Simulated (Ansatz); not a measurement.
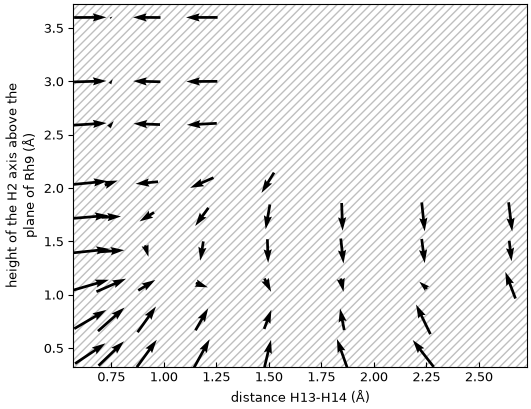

H₂ on a Rh(111) slab cut from the Fm-3m phase, its upper half relaxed before the scan (12 atoms of substrate and one adsorbate in a 2 × 2 cell). H2 lies flat over one site of a rigid substrate while its bond length and height are varied; it sits over a bridge site, heights counted from the top plane, its axis along a direction equivalent to the long diagonal of the hexagonal surface cell. First axis: distance H13-H14. Second axis: height of the H2 axis above the plane of Rh9. The scan uses an 8 × 9 grid. At 17 points there is no value (left out: too close to the surface, or the stretched molecule far from it). Points are written as (first, second). Theory: DFT PBE, scalar-relativistic, plane waves, PAW (Ansatz). Settings: cutoff 420 eV, k-mesh 6×6×1, gaussian smearing 0.1 eV, no spin polarisation.

Drawn: arrows along the force (downhill), their lengths compressed, hatched blanks where no value was computed.

**The arrows alone are given. Where is the energy lowest?**

The arrows converge at about (1.923 Å, 1.02 Å) (read from the interpolated surface).

The energy map of the same scan:

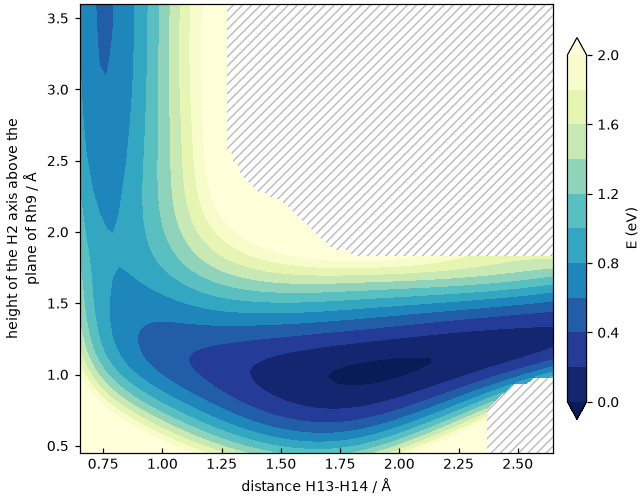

Energies are in eV, from the lowest grid point; between grid points the surface is interpolated.

PAW datasets: the set soft_1.
